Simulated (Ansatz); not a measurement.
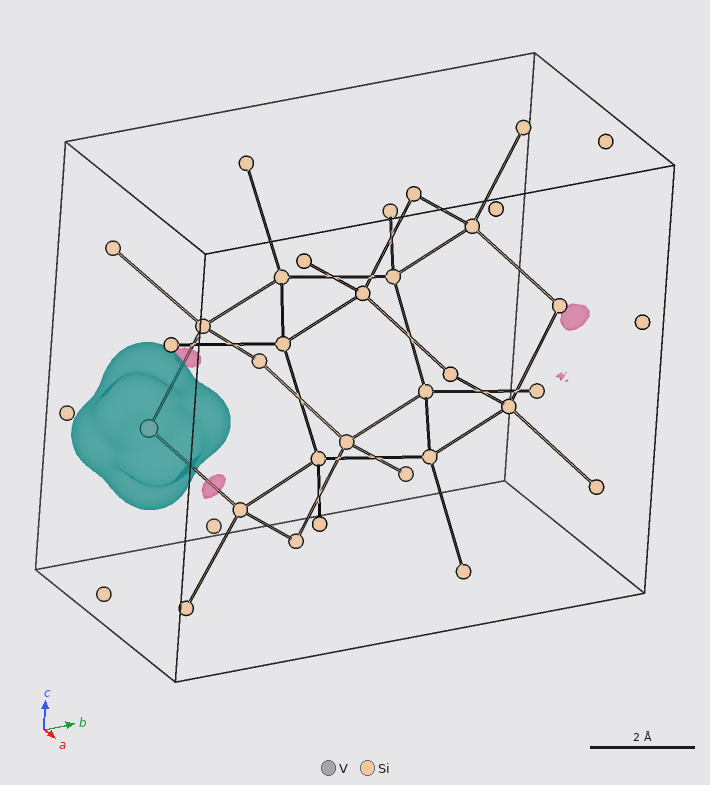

The picture shows: VSi$_{35}$ (cell with a defect). Isosurfaces of the spin density (up minus down) at +0.015 (teal) and −0.015 e/Å³ (pink), seen slightly off an axis. Sticks mark near contacts.

Spin-polarised.

All numbers below come from Ansatz 0.2.0, DFT PBE, scalar-relativistic, plane waves, PAW.

The density is the valence pseudo-density of a PAW calculation; it isn't the true density close to the nuclei.

Which atoms carry the moments, and with what signs?

The spin density sits on V: +1.0 μB in one cell of 36 atoms: a single local moment. The cell of the calculation (36 atoms) carries 1.0 μB of net spin moment.
